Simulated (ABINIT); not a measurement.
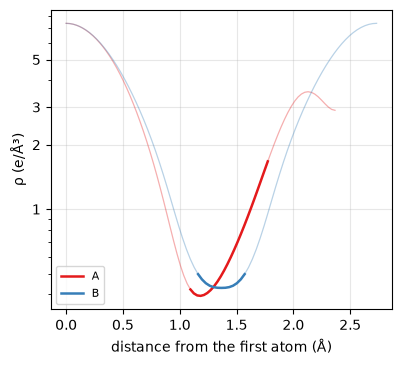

TaN. Valence electron density along straight lines between neighbouring atoms. Thin, pale parts lie inside the atomic spheres.

Space group Pm-3m; a generated structure, not necessarily the stable one; built by placing these elements on a known structure type; computed pressure about 6 GPa in this cell.

The calculation used Kohn-Sham DFT of a periodic cell, PBE, JTH PAW PBE v2.0 (ABINIT).

In a PAW calculation such maps are meaningful between the atoms, not at the nuclei.

**Which curve belongs to which contact (Ta–N and Ta–Ta)? The first atom named is at distance zero.**

Curve A: Ta–N (2.37 Å): the density is about 0.39 e/Å³ at the midpoint. Curve B: Ta–Ta (2.73 Å): ρ is about 0.43 e/Å³ halfway.
